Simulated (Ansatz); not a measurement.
```xyz
15
Lattice="2.9954 -1.7294 4.3987 0.0000 3.4588 4.3987 -2.9954 -1.7294 4.3987" Properties=species:S:1:pos:R:3 pbc="T T T"
Li    0.1895    1.6200    8.6459
Li   -2.2466   -0.4324    4.3987
Li    1.3082    0.9741    4.5501
H    -0.0741   -0.1284    6.5980
H     2.8675    0.0739    6.8111
H    -1.4236   -2.4658    6.5980
H    -1.3698    2.5203    6.3849
F    -0.1840   -0.0493    5.4654
F    -0.3693   -1.5162   10.0107
F    -1.5470    1.0487    9.8641
F     1.4088    0.9161    9.7761
F     0.0493   -0.1840    7.7306
F     0.0889    1.6781    3.4199
F     1.6817   -0.8154    3.3319
F    -1.1284   -1.0779    3.1852
```

All numbers below come from DFT PBE+D3(BJ), scalar-relativistic, plane waves, PAW in Ansatz.

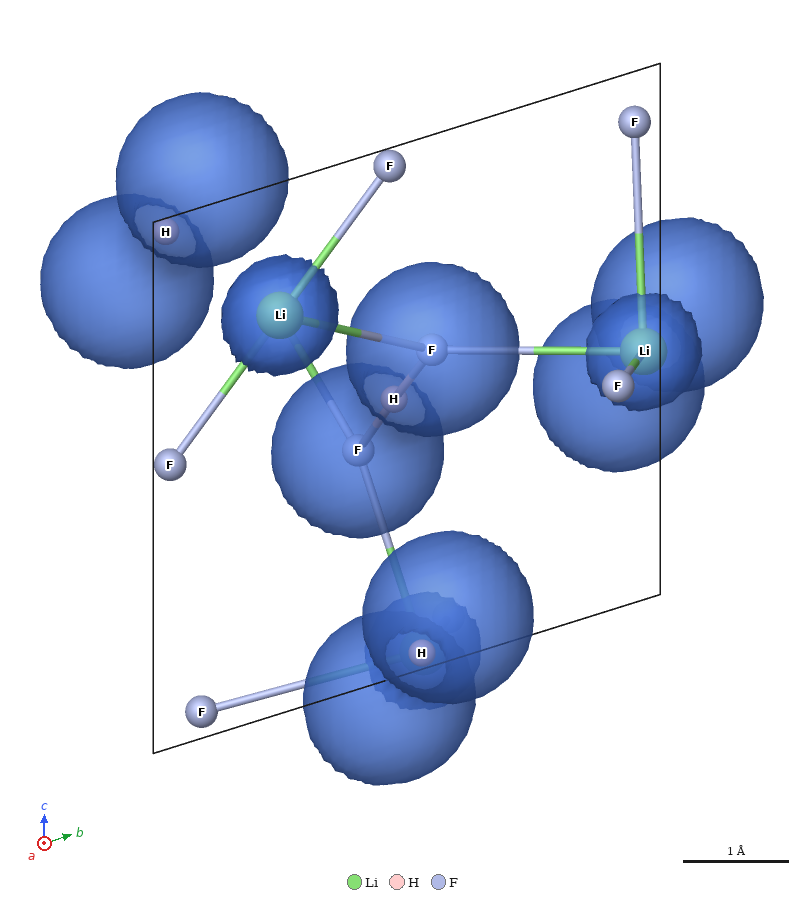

Li3H4F8 (cell charge −1, with a compensating background) (cell with a defect). Isosurface of the valence electron density at 0.6 e/Å³ (blue), seen along the a axis. Sticks mark near contacts.

> How is the density connected at this value?

At this value the density breaks into separate islands; it holds about 80 % of the electrons treated as valence (semicore included). It bridges the shortest F–H (1.04 Å) and F–H (1.14 Å) contacts, where the density stays above the isovalue. It is pinched off along the shortest Li–F (1.77 Å) and Li–F (1.86 Å) contacts. On the grid the lowest density along these lines, outside the cores, is 1.6 e/Å³ (F–H, 1.04 Å), 0.38 e/Å³ (Li–F, 1.77 Å), 1.3 e/Å³ (F–H, 1.14 Å) and 0.29 e/Å³ (Li–F, 1.86 Å).

> Metal or insulator at this level of theory?

It is gapped, with a Kohn–Sham gap of 7.7 eV on the k-point mesh (the band edges may lie off the mesh, which would make the gap smaller).
